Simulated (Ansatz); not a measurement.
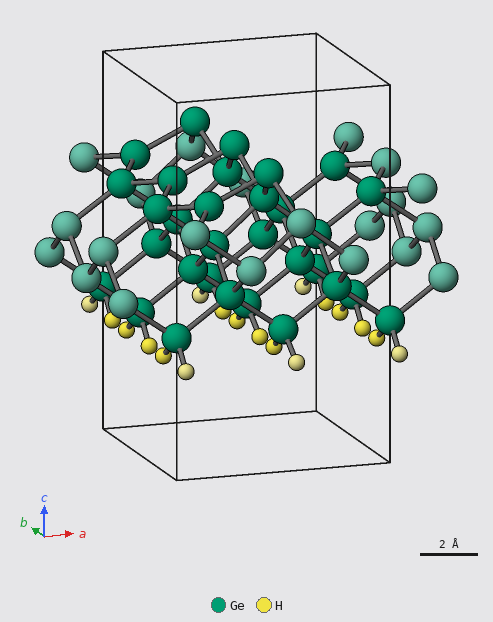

Figure 1. The structure as given in the input (ball-and-stick view of the cell of the calculation, with the vacuum cut short, seen slightly off an axis; neighbours outside the cell are drawn fainter). An atom can appear more than once, as a periodic image.

Ge$_{5}$H$_{2}$: geometry relaxation (part 1 of 3)

Ge$_{5}$H$_{2}$ (slab, 28 atoms in the cell), computed with DFT LDA, scalar-relativistic, plane waves, PAW, no spin polarisation (Ansatz 0.2.0).

The structure derives from an entry of the Crystallography Open Database. The input holds or restrains some coordinates. Forces given for the steps count only the free coordinates.

## The program's output
```
Engine: ansatz 0.2.0, x86_64-unknown-linux-gnu
Pseudopotentials: kind: paw
Pseudopotential: Ge, paw, valence charge 14, recommended cutoff 420 eV (normal), Ge.paw.azcp
Pseudopotential: H, paw, valence charge 1, recommended cutoff 420 eV (normal), H.paw.azcp
Functional definition: SPW92
  exchange = slater_x
  correlation = pw_c
Crystal: 28 atoms, lattice volume = 1224.896 Å³
Basis set: ecut = 420 eV, 23905 PW (Γ)
Bands: 173, of which v1, the nominal top of the filled ones, is band 144 counted from 1 (143 counted from 0)
Symmetry: 2 space group operations
Space group: Pm (ITA 6), of the structure as read, at distance tolerance 1.1e-4 Å
k-points: 4 of 9 (time reversal used)
Non-local potential: Ge, projectors of the file, l = 0: 2, l = 1: 2, l = 2: 3, l = 3: 1
Non-local potential: H, projectors of the file, l = 0: 2, l = 1: 1
PAW form: soft (Blöchl's): semilocal exchange-correlation on the pseudo side does not see the compensation charge
PAW frozen core: Ge, regenerated for the run's functional, and the local potential with it (the file was generated under x = pbe(κ = 0.804, μ = 0.2195149727645171), c = pbe(β = 0.06672455060314922))
PAW one-centre angular grid: Ge, 590 points (default); XC on 64 Gauss nodes
PAW one-centre angular grid: H, 110 points (default); XC on 64 Gauss nodes
Initial density: superposition of atomic densities (neutral atoms: chi_scale 0, normalization atom), corrected by the library's trained network
Initial wavefunctions: pseudopotential atomic-orbital guess
Functional: x = slater, c = lda
SCF iter   1: F=—  HF=-84431.810031 eV  |F-HF|=—  |Δ(HF+E_count)|=         —  Δρ=4.83e-3  dr2=7.28e-1  ethr=1.77e-3  p=-0.168 e·Å  D=-2.48e-2 V/Å  ΔV_dip=0.48 eV  dr2_dipole=1.06e-1  V_vac-E_F(+/−)=5.07/4.59 eV  ⟨swp⟩=6.0  Hψ=2530  notcnv=0  defer=34
efield: sawtooth ramp at fractional position 0.8587 (placed from the atoms, in the widest stretch of the axis that holds none; the zero of the levels goes with the place), width 0.0400; the density the first Hamiltonian is built on has a dipole p = -0.168 e·Å; the dipole correction subtracts the counter field D = -2.48e-2 V/Å, which shifts the + side's vacuum level by +0.48 eV against the − side's; the planar-averaged density in the ramp window peaks in size at 4.6e-5 e/Å³
preconditioner: auto → Resta (q_TF=auto, 2.143 Å⁻¹)  ε∞=1.7  [insulator: Δε(μ)=0.522 eV  Ē_g=21.836 eV  σ=0.050 eV  W_gap=1.00  n_scr=200 (ndim 8)  ℏωp=18.0 eV  f_vac=0.574  D(μ)=0.00/eV (n_scr^D=0)  ε∞_Penn≈1.7  vacuum switching on, ρ_ref=3.5e-2 e/Å³]
SCF iter   2: F=—  HF=-84431.943173 eV  |F-HF|=—  |Δ(HF+E_count)|=   1.33e-1  Δρ=3.56e-3  dr2=2.38e0  ethr=2.53e-4  p=0.211 e·Å  D=3.12e-2 V/Å  ΔV_dip=-0.60 eV  dr2_dipole=1.11e0  V_vac-E_F(+/−)=4.47/5.08 eV  ⟨swp⟩=3.0  Hψ=950  notcnv=0  defer=94  recentre
SCF iter   3: F=—  HF=-84431.698575 eV  |F-HF|=—  |Δ(HF+E_count)|=   2.45e-1  Δρ=2.87e-3  dr2=3.02e-1  ethr=2.53e-4  p=-0.187 e·Å  D=-2.76e-2 V/Å  ΔV_dip=0.53 eV  dr2_dipole=9.23e-2  V_vac-E_F(+/−)=5.00/4.47 eV  ⟨swp⟩=3.5  Hψ=1175  notcnv=0  defer=91
SCF iter   4: F=—  HF=-84431.649739 eV  |F-HF|=—  |Δ(HF+E_count)|=   4.88e-2  Δρ=8.75e-4  dr2=6.43e-3  ethr=1.05e-4  p=-0.101 e·Å  D=-1.50e-2 V/Å  ΔV_dip=0.29 eV  dr2_dipole=7.94e-6  V_vac-E_F(+/−)=4.87/4.58 eV  ⟨swp⟩=2.0  Hψ=826  notcnv=0  defer=91
SCF iter   5: F=—  HF=-84431.650112 eV  |F-HF|=—  |Δ(HF+E_count)|=   3.73e-4  Δρ=3.04e-4  dr2=9.69e-4  ethr=2.23e-6  p=-0.100 e·Å  D=-1.47e-2 V/Å  ΔV_dip=0.29 eV  dr2_dipole=7.82e-7  V_vac-E_F(+/−)=4.86/4.57 eV  ⟨swp⟩=2.0  Hψ=848  notcnv=0  defer=92
SCF iter   6: F=—  HF=-84431.650281 eV  |F-HF|=—  |Δ(HF+E_count)|=   1.69e-4  Δρ=8.68e-5  dr2=8.99e-5  ethr=3.36e-7  p=-0.099 e·Å  D=-1.46e-2 V/Å  ΔV_dip=0.28 eV  dr2_dipole=1.62e-7  V_vac-E_F(+/−)=4.87/4.58 eV  ⟨swp⟩=2.0  Hψ=749  notcnv=0  defer=92
SCF iter   7: F=-84431.650297 eV  HF=-84431.650300 eV  |F-HF|=2.97e-6  |Δ(HF+E_count)|=   1.90e-5  Δρ=2.38e-5  dr2=9.57e-6  ethr=7.81e-9  p=-0.099 e·Å  D=-1.47e-2 V/Å  ΔV_dip=0.28 eV  dr2_dipole=1.30e-9  V_vac-E_F(+/−)=4.87/4.58 eV  ⟨swp⟩=20.0  Hψ=6983  notcnv=0
SCF 1 converged in 7 iterations: F = -84431.650297 eV  dr2 = 9.57e-6
  greatest PAW one-centre occupation: 0.998 electrons in one spin orbital (limit 2), on the Ge atom at site 17 (counted from 0), in its partial waves of l = 2
relax step   1: F+E_penalty+E_count = -84431.65029685 eV  Δ(F+E_penalty+E_count) = +0.000e0 eV  max|allowed force component| = 6.541e-1 eV/Å  Δτ_max = 0.0000 Å  (7 SCF iters, dr2 threshold 2.25e-5 eV, accepted)
Initial density: handed on by an earlier stage of this run
Initial wavefunctions: those handed on with the density
iter 1 solved again at ethr=5.42e-6 eV; its pass at ethr=3.10e-3 eV (dr2=1.56e-2 eV) is discarded
SCF iter   1: F=—  HF=-84431.706248 eV  |F-HF|=—  |Δ(HF+E_count)|=         —  Δρ=1.24e-3  dr2=1.66e-2  ethr=5.42e-6  p=-0.099 e·Å  D=-1.47e-2 V/Å  ΔV_dip=0.28 eV  dr2_dipole=2.72e-5  V_vac-E_F(+/−)=4.82/4.54 eV  ⟨swp⟩=2.0  Hψ=1884  notcnv=0  defer=92
efield: sawtooth ramp at fractional position 0.8587 (handed on by an earlier solve), width 0.0400; the density the first Hamiltonian is built on has a dipole p = -0.099 e·Å; the dipole correction subtracts the counter field D = -1.47e-2 V/Å, which shifts the + side's vacuum level by +0.28 eV against the − side's; the planar-averaged density in the ramp window peaks in size at 1.2e-5 e/Å³
preconditioner: auto → Resta (q_TF=auto, 2.143 Å⁻¹)  ε∞=1.7  [insulator: Δε(μ)=0.513 eV  Ē_g=21.834 eV  σ=0.050 eV  W_gap=1.00  n_scr=200 (ndim 8)  ℏωp=18.0 eV  f_vac=0.574  D(μ)=0.00/eV (n_scr^D=0)  ε∞_Penn≈1.7  vacuum switching on, ρ_ref=3.5e-2 e/Å³]
SCF iter   2: F=—  HF=-84431.702642 eV  |F-HF|=—  |Δ(HF+E_count)|=   3.61e-3  Δρ=5.97e-4  dr2=3.74e-3  ethr=5.42e-6  p=-0.095 e·Å  D=-1.40e-2 V/Å  ΔV_dip=0.27 eV  dr2_dipole=5.18e-4  V_vac-E_F(+/−)=4.81/4.54 eV  ⟨swp⟩=2.5  Hψ=1146  notcnv=0  defer=92
SCF iter   3: F=—  HF=-84431.703240 eV  |F-HF|=—  |Δ(HF+E_count)|=   5.98e-4  Δρ=3.57e-4  dr2=9.43e-3  ethr=1.30e-6  p=-0.125 e·Å  D=-1.84e-2 V/Å  ΔV_dip=0.36 eV  dr2_dipole=4.29e-3  V_vac-E_F(+/−)=4.85/4.49 eV  ⟨swp⟩=2.0  Hψ=739  notcnv=0  defer=92  recentre
SCF iter   4: F=—  HF=-84431.702409 eV  |F-HF|=—  |Δ(HF+E_count)|=   8.31e-4  Δρ=1.86e-4  dr2=2.92e-3  ethr=1.30e-6  p=-0.093 e·Å  D=-1.37e-2 V/Å  ΔV_dip=0.27 eV  dr2_dipole=1.43e-3  V_vac-E_F(+/−)=4.82/4.55 eV  ⟨swp⟩=2.0  Hψ=763  notcnv=0  defer=92
SCF iter   5: F=—  HF=-84431.702042 eV  |F-HF|=—  |Δ(HF+E_count)|=   3.67e-4  Δρ=7.32e-5  dr2=5.06e-5  ethr=1.01e-6  p=-0.106 e·Å  D=-1.56e-2 V/Å  ΔV_dip=0.30 eV  dr2_dipole=1.98e-6  V_vac-E_F(+/−)=4.83/4.53 eV  ⟨swp⟩=2.0  Hψ=690  notcnv=0  defer=92
SCF iter   6: F=-84431.702036 eV  HF=-84431.702037 eV  |F-HF|=9.14e-7  |Δ(HF+E_count)|=   5.21e-6  Δρ=1.45e-5  dr2=2.66e-6  ethr=9.29e-9  p=-0.106 e·Å  D=-1.56e-2 V/Å  ΔV_dip=0.30 eV  dr2_dipole=2.01e-9  V_vac-E_F(+/−)=4.83/4.53 eV  ⟨swp⟩=19.2  Hψ=6842  notcnv=0
SCF 2 converged in 6 iterations: F = -84431.702036 eV  dr2 = 2.66e-6
relax step   2: F+E_penalty+E_count = -84431.70203560 eV  Δ(F+E_penalty+E_count) = -5.174e-2 eV  max|allowed force component| = 8.900e-2 eV/Å  Δτ_max = 0.1086 Å  (6 SCF iters, dr2 threshold 2.67e-5 eV, accepted)
SCF iter   1: F=—  HF=-84431.704875 eV  |F-HF|=—  |Δ(HF+E_count)|=         —  Δρ=3.61e-4  dr2=1.25e-3  ethr=3.98e-6  p=-0.106 e·Å  D=-1.56e-2 V/Å  ΔV_dip=0.30 eV  dr2_dipole=2.63e-5  V_vac-E_F(+/−)=4.84/4.54 eV  ⟨swp⟩=3.0  Hψ=1686  notcnv=0  defer=96
efield: sawtooth ramp at fractional position 0.8587 (handed on by an earlier solve), width 0.0400; the density the first Hamiltonian is built on has a dipole p = -0.106 e·Å; the dipole correction subtracts the counter field D = -1.56e-2 V/Å, which shifts the + side's vacuum level by +0.30 eV against the − side's; the planar-averaged density in the ramp window peaks in size at 1.1e-5 e/Å³
preconditioner: auto → Resta (q_TF=auto, 2.143 Å⁻¹)  ε∞=1.7  [insulator: Δε(μ)=0.515 eV  Ē_g=21.820 eV  σ=0.050 eV  W_gap=1.00  n_scr=200 (ndim 8)  ℏωp=18.0 eV  f_vac=0.573  D(μ)=0.00/eV (n_scr^D=0)  ε∞_Penn≈1.7  vacuum switching on, ρ_ref=3.5e-2 e/Å³]
SCF iter   2: F=—  HF=-84431.704669 eV  |F-HF|=—  |Δ(HF+E_count)|=   2.06e-4  Δρ=1.74e-4  dr2=7.39e-4  ethr=4.35e-7  p=-0.112 e·Å  D=-1.65e-2 V/Å  ΔV_dip=0.32 eV  dr2_dipole=2.69e-4  V_vac-E_F(+/−)=4.85/4.53 eV  ⟨swp⟩=2.0  Hψ=923  notcnv=0  defer=96
SCF iter   3: F=—  HF=-84431.704887 eV  |F-HF|=—  |Δ(HF+E_count)|=   2.18e-4  Δρ=1.57e-4  dr2=2.63e-3  ethr=2.56e-7  p=-0.095 e·Å  D=-1.40e-2 V/Å  ΔV_dip=0.27 eV  dr2_dipole=1.27e-3  V_vac-E_F(+/−)=4.83/4.56 eV  ⟨swp⟩=2.0  Hψ=719  notcnv=0  defer=96  recentre
SCF iter   4: F=—  HF=-84431.704570 eV  |F-HF|=—  |Δ(HF+E_count)|=   3.16e-4  Δρ=5.03e-5  dr2=4.70e-5  ethr=2.56e-7  p=-0.107 e·Å  D=-1.58e-2 V/Å  ΔV_dip=0.31 eV  dr2_dipole=1.75e-5  V_vac-E_F(+/−)=4.84/4.54 eV  ⟨swp⟩=2.0  Hψ=707  notcnv=0  defer=96
SCF iter   5: F=—  HF=-84431.704796 eV  |F-HF|=—  |Δ(HF+E_count)|=   2.25e-4  Δρ=1.57e-5  dr2=2.61e-6  ethr=1.63e-8  p=-0.105 e·Å  D=-1.56e-2 V/Å  ΔV_dip=0.30 eV  dr2_dipole=2.51e-8  V_vac-E_F(+/−)=4.84/4.54 eV  ⟨swp⟩=2.0  Hψ=788  notcnv=0  defer=96
SCF iter   6: F=—  HF=-84431.704795 eV  |F-HF|=—  |Δ(HF+E_count)|=   3.16e-7  Δρ=5.35e-6  dr2=4.55e-7  ethr=9.05e-10  p=-0.105 e·Å  D=-1.56e-2 V/Å  ΔV_dip=0.30 eV  dr2_dipole=2.39e-9  V_vac-E_F(+/−)=4.84/4.54 eV  ⟨swp⟩=2.0  Hψ=761  notcnv=0  defer=96
SCF iter   7: F=-84431.704795 eV  HF=-84431.704795 eV  |F-HF|=2.55e-8  |Δ(HF+E_count)|=   4.40e-8  Δρ=2.02e-6  dr2=5.67e-8  ethr=3.47e-11  p=-0.105 e·Å  D=-1.56e-2 V/Å  ΔV_dip=0.30 eV  dr2_dipole=2.49e-12  V_vac-E_F(+/−)=4.84/4.54 eV  ⟨swp⟩=16.0  Hψ=5236  notcnv=0
SCF 3 converged in 7 iterations: F = -84431.704795 eV  dr2 = 5.67e-8
relax step   3: F+E_penalty+E_count = -84431.70479528 eV  Δ(F+E_penalty+E_count) = -2.760e-3 eV  max|allowed force component| = 3.012e-2 eV/Å  Δτ_max = 0.0208 Å  (7 SCF iters, accepted)
SCF iter   1: F=—  HF=-84431.704938 eV  |F-HF|=—  |Δ(HF+E_count)|=         —  Δρ=2.83e-4  dr2=9.46e-4  ethr=3.47e-6  p=-0.105 e·Å  D=-1.56e-2 V/Å  ΔV_dip=0.30 eV  dr2_dipole=4.61e-5  V_vac-E_F(+/−)=4.84/4.54 eV  ⟨swp⟩=2.5  Hψ=1035  notcnv=0  defer=96
efield: sawtooth ramp at fractional position 0.8587 (handed on by an earlier solve), width 0.0400; the density the first Hamiltonian is built on has a dipole p = -0.105 e·Å; the dipole correction subtracts the counter field D = -1.56e-2 V/Å, which shifts the + side's vacuum level by +0.30 eV against the − side's; the planar-averaged density in the ramp window peaks in size at 1.0e-5 e/Å³
preconditioner: auto → Resta (q_TF=auto, 2.143 Å⁻¹)  ε∞=1.7  [insulator: Δε(μ)=0.516 eV  Ē_g=21.819 eV  σ=0.050 eV  W_gap=1.00  n_scr=200 (ndim 8)  ℏωp=18.0 eV  f_vac=0.573  D(μ)=0.00/eV (n_scr^D=0)  ε∞_Penn≈1.7  vacuum switching on, ρ_ref=3.5e-2 e/Å³]
SCF iter   2: F=—  HF=-84431.704874 eV  |F-HF|=—  |Δ(HF+E_count)|=   6.47e-5  Δρ=1.40e-4  dr2=1.03e-3  ethr=3.28e-7  p=-0.113 e·Å  D=-1.67e-2 V/Å  ΔV_dip=0.32 eV  dr2_dipole=4.43e-4  V_vac-E_F(+/−)=4.85/4.53 eV  ⟨swp⟩=2.5  Hψ=1077  notcnv=0  defer=96
SCF iter   3: F=—  HF=-84431.704944 eV  |F-HF|=—  |Δ(HF+E_count)|=   6.99e-5  Δρ=1.24e-4  dr2=1.60e-3  ethr=3.28e-7  p=-0.098 e·Å  D=-1.44e-2 V/Å  ΔV_dip=0.28 eV  dr2_dipole=7.90e-4  V_vac-E_F(+/−)=4.83/4.55 eV  ⟨swp⟩=2.0  Hψ=710  notcnv=0  defer=96
SCF iter   4: F=—  HF=-84431.704751 eV  |F-HF|=—  |Δ(HF+E_count)|=   1.92e-4  Δρ=5.04e-5  dr2=2.24e-5  ethr=3.28e-7  p=-0.107 e·Å  D=-1.58e-2 V/Å  ΔV_dip=0.31 eV  dr2_dipole=2.69e-6  V_vac-E_F(+/−)=4.84/4.53 eV  ⟨swp⟩=2.0  Hψ=680  notcnv=0  defer=96
SCF iter   5: F=—  HF=-84431.704983 eV  |F-HF|=—  |Δ(HF+E_count)|=   2.32e-4  Δρ=1.79e-5  dr2=3.39e-6  ethr=7.76e-9  p=-0.106 e·Å  D=-1.57e-2 V/Å  ΔV_dip=0.30 eV  dr2_dipole=6.22e-9  V_vac-E_F(+/−)=4.84/4.54 eV  ⟨swp⟩=2.0  Hψ=742  notcnv=0  defer=96
SCF iter   6: F=—  HF=-84431.704983 eV  |F-HF|=—  |Δ(HF+E_count)|=   1.60e-7  Δρ=4.04e-6  dr2=3.39e-7  ethr=1.18e-9  p=-0.106 e·Å  D=-1.57e-2 V/Å  ΔV_dip=0.30 eV  dr2_dipole=2.36e-9  V_vac-E_F(+/−)=4.84/4.54 eV  ⟨swp⟩=2.0  Hψ=763  notcnv=0  defer=96
SCF iter   7: F=-84431.704983 eV  HF=-84431.704983 eV  |F-HF|=1.53e-8  |Δ(HF+E_count)|=   2.67e-8  Δρ=1.82e-6  dr2=3.76e-8  ethr=3.47e-11  p=-0.106 e·Å  D=-1.57e-2 V/Å  ΔV_dip=0.30 eV  dr2_dipole=4.39e-12  V_vac-E_F(+/−)=4.84/4.54 eV  ⟨swp⟩=15.5  Hψ=4895  notcnv=0
SCF 4 converged in 7 iterations: F = -84431.704983 eV  dr2 = 3.76e-8
relax step   4: F+E_penalty+E_count = -84431.70498286 eV  Δ(F+E_penalty+E_count) = -1.876e-4 eV  max|allowed force component| = 1.818e-2 eV/Å  Δτ_max = 0.0195 Å  (7 SCF iters, accepted)
```

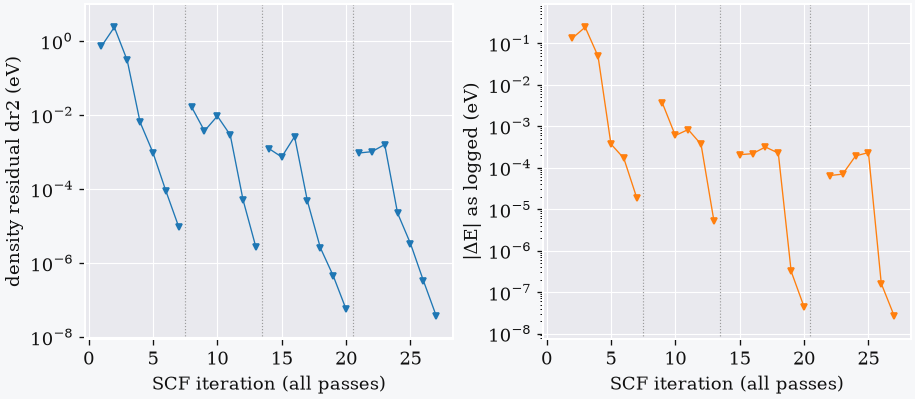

Figure 2. Convergence of the self-consistent field: density residual dr2 and size of the energy change against the SCF iteration. The dotted lines part the SCF passes of the relaxation: geometry steps, rejected trials and re-solves on a re-selected basis. The passes take 7, 6, 7 and 7 iterations.

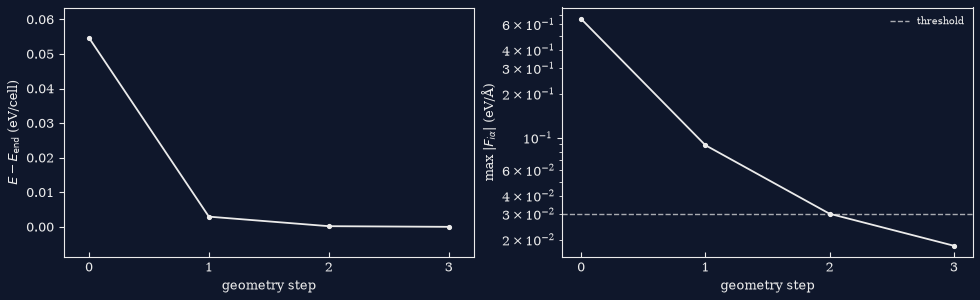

Figure 3. Progress of the restrained relaxation, step by step (the first geometry is step 0 here and step 1 in the log).

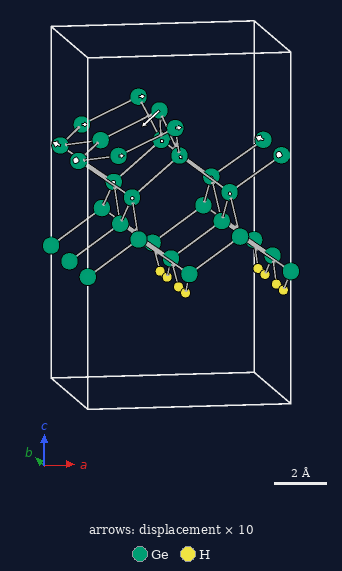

Figure 4. The starting structure with the displacements as white arrows, magnified 10 times (ball-and-stick view of the cell of the calculation, with the vacuum cut short, seen slightly off an axis). The largest move is that of Ge20, 0.098 Å. H stays in place. The lattice vectors keep their values. Among the contacts that change: Ge18–Ge20 2.550 → 2.457 Å, Ge13–Ge18 2.359 → 2.396 Å, Ge11–Ge13 2.566 → 2.600 Å, Ge6–Ge10 2.454 → 2.438 Å. Among the angles that change: Ge13–Ge17–Ge14 114.6° → 111.9°, Ge15–Ge20–Ge18 84.3° → 86.9°, Ge11–Ge15–Ge20 104.5° → 102.2°. Over 3 geometry steps the energy falls by 54.7 meV per cell of the calculation. The largest force component goes from 0.65 to 0.018 eV/Å. (Atoms are counted from 1 in the order of the input.)
